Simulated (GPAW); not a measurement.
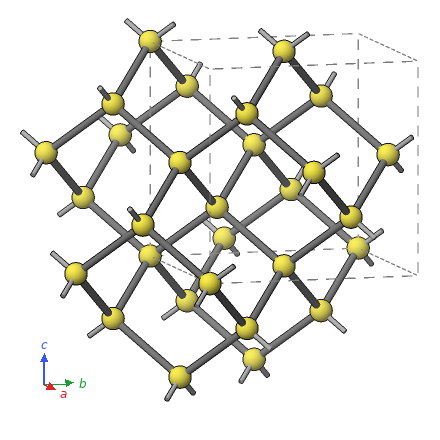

The picture shows a finite piece of the underlying net of a crystal structure, nodes on the atoms' positions. Nodes are coloured by topological kind. Short stubs are edges that leave the cut-out.

Question: Classify the net: periodicity, connectivity, name.

Answer: A uninodal 4-connected, three-periodic net. It is the dia net, known from diamond, zinc blende and cristobalite.

Question: Give point symbol and coordination sequence.

Answer: 6^6, sequence 4, 12, 24, 42.

The net was derived as follows. The compound is CdTe (space group F-43m, No. 216), taken as an entry of the Crystallography Open Database, as set up for an electronic-structure calculation. Bonds are taken as Cd–Te below 3.1 Å; no other contact counts. Atoms with one bond or none are removed and atoms with two bonds are replaced by edges, until no such atom is left. Te and Cd are 4-connected nodes.
